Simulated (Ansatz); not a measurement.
System: MnS, space group F-43m, 4 atoms in the cell, MnS type.

```xyz
4
Lattice="0.0000 2.8000 2.8000 5.6000 2.8000 2.8000 5.6000 5.6000 0.0000" Properties=species:S:1:pos:R:3 pbc="T T T"
Mn    0.0000    0.0000    0.0000
S     4.2000    4.2000    4.2000
Mn    2.8000    2.8000    0.0000
S     7.0000    7.0000    4.2000
```

Computed with Ansatz 0.2.0: DFT PBEsol+U, scalar-relativistic, plane waves, PAW, Ueff = 4 eV on Mn atom 1 d; Ueff = 4 eV on Mn atom 3 d, spin-polarised, 6×6×6 k mesh, 420 eV cutoff, Gaussian smearing of 0.05 eV.

How will the Mn d shell be filled?

Counting eigenvalues over 0.6 as filled, Mn (atom A) has 5 filled d states (d⁵), 5 up and 0 down, high spin; the eigenvalues sum to 5.3; Mn (atom B) has 5 filled d states (d⁵), 0 up and 5 down, high spin; the eigenvalues sum to 5.3. The small eigenvalues come from mixing with neighbours' orbitals.

Start of the run: random orbitals: random, more filling. Such runs often end in metastable states, so this need not be the lowest one. The shell occupations typed at the start changed during the run. The occupations of the open shells lower the symmetry of the state.

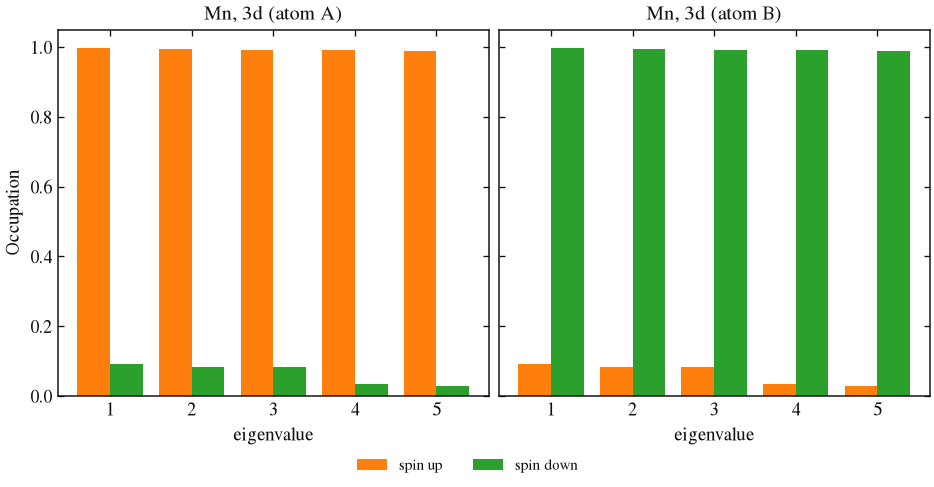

Eigenvalues of the local occupation matrix of the d shell, one panel for each unlike atom (Löwdin-orthogonalised atomic projectors).
